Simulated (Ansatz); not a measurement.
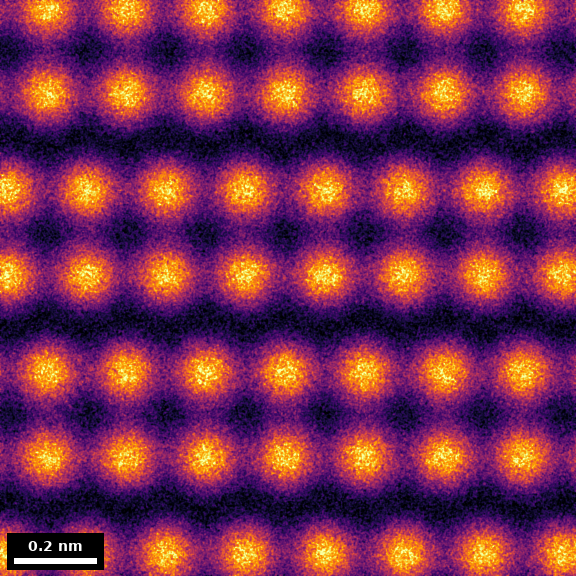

Dark-field STEM-like image of a crystal. Simulated incoherent Z contrast: every atom adds Z^1.7 spread by a probe of 1.30 Å full width; channelling and multiple scattering are left out. The probe carries 15 % of its weight in a tail 2.5 times as wide. Shot noise was added.

> Give the net of the columns and its spacings.

The pattern repeats on a centred rectangular net of 1.9 × 8.8 Å.

> Which plane group does this projection have?

c2mm: perpendicular mirror lines on a centred net, with further twofold points between them.

> How many columns does the smallest repeating cell hold, and how many levels of brightness?

2 columns in the primitive cell of 8.5 Å², all of one brightness.

The crystal is Pd (Cmcm, No. 63) seen along [101]. Structure: the end point of a relaxation with Ansatz 0.2.0, DFT, revPBE, plane waves (420 eV) with PAW, scalar-relativistic; the starting structure was generated, so it need not be a known form of this composition.
